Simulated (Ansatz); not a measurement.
# Zr₇O₁₆ (cell charge −1, with a compensating background) (cell with a defect): what the fields show

```
CELL_PARAMETERS angstrom
4.25119 0.00000 5.21496
-5.12821 5.21126 0.00738
-5.12821 -5.21126 0.00738
ATOMIC_POSITIONS crystal
Zr 0.77576 0.50696 0.54789
Zr 0.28401 0.55792 0.00461
Zr 0.28275 0.04962 0.51960
Zr 0.69932 0.93914 0.45627
Zr 0.70692 0.43156 0.97606
Zr 0.19746 0.47462 0.43011
Zr 0.22036 0.99494 0.95130
O 0.83912 0.93549 0.77636
O 0.81590 0.44606 0.29310
O 0.31679 0.79553 0.45144
O 0.32484 0.30514 0.94970
O 0.02570 0.38681 0.10165
O 0.99926 0.84529 0.59505
O 0.45423 0.88275 0.13669
O 0.48517 0.40168 0.63785
O 0.51024 0.59967 0.35744
O 0.48684 0.10367 0.84620
O 0.00065 0.14482 0.41918
O 0.97067 0.64012 0.88377
O 0.68905 0.68576 0.08760
O 0.67210 0.19111 0.55613
O 0.15388 0.53716 0.68814
O 0.28463 0.11678 0.24454
```

Spin-polarised.

These are results of DFT PBEsol, scalar-relativistic, plane waves, PAW (Ansatz 0.2.0), not measurements.

In a PAW calculation such maps are meaningful between the atoms, not at the nuclei.

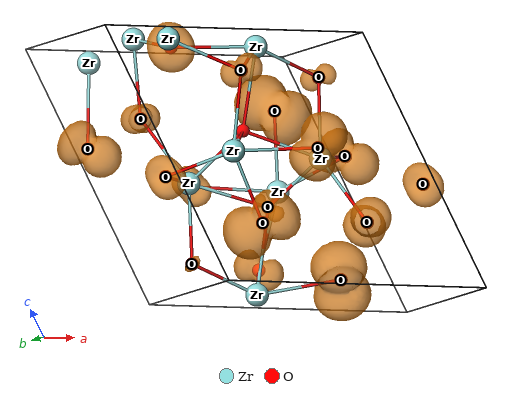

Figure 1. Isosurface of the spin density (up minus down) at +0.04 e/Å³ (orange), seen at an oblique angle. Sticks mark near contacts.

Describe the spin distribution.

The spin density sits on O: +0.6 μB (×3) in one cell of 23 atoms, with smaller moments on other sites: O (up to +0.26 μB): parallel main moments (a ferromagnetic arrangement) in this solution. The cell of the calculation (23 atoms) carries 3.0 μB of net spin moment.

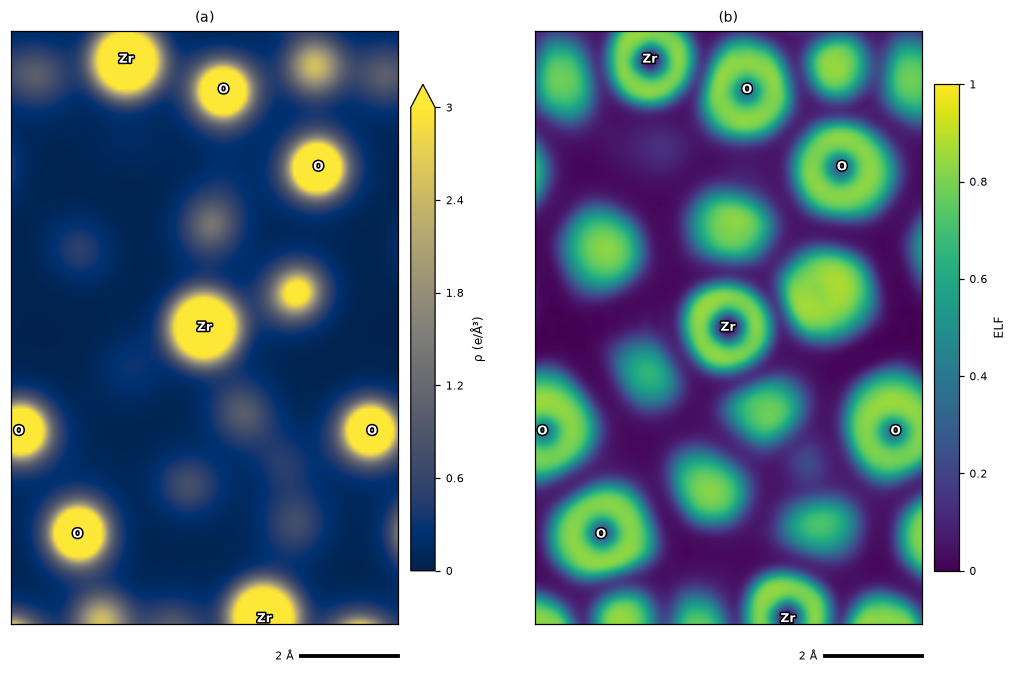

Figure 2. (a) valence electron density; (b) ELF on the (110) plane of the calculation cell.

Interpret the plot.

- The plane passes through Zr and O nuclei.
- Atoms just off the plane (Zr, 0.7 Å away and O, 0.4 Å away) can leave unmarked features too.
- Zr–O (2.11 Å): ρ is about 0.67 e/Å³ halfway; the ELF peaks at about 0.85 in the valence shell of O, 0.6 Å from its nucleus, and drops to about 0.20 between the two atoms: no localised pair shows between them.
- Between the atoms the lowest density in this plane is 0.007 e/Å³.
- The features right at Zr lie inside the PAW spheres, where the map follows smoothed inner orbitals and isn't to be read closely.

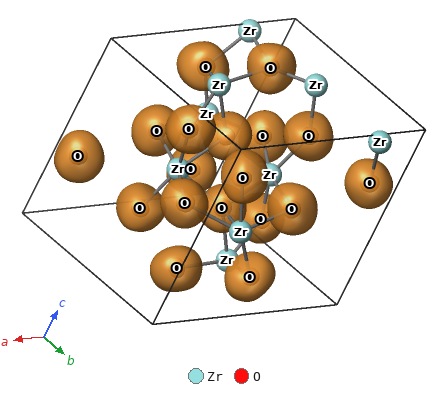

Figure 3. Isosurface of the electron localisation function at 0.65 (orange), seen at an oblique angle. Core shells and regions of very low density are left out. Sticks mark near contacts.

Identify the bonds, lone pairs and shells in this picture.

The surface consists of 16 regions wrapped around O (the valence shell of each), counted in one cell of 23 atoms. Regions shared between cells count once. Profiles from the grid: Zr–O (2.04 Å): the ELF peaks at about 0.85 in the valence shell of O, 0.6 Å from its nucleus, and drops to about 0.25 between the two atoms (no localised pair shows between them). Zr–O (2.08 Å): the ELF peaks at about 0.85 in the valence shell of O, 0.6 Å from its nucleus, and drops to about 0.20 between the two atoms; no shared electron pair shows on this line.
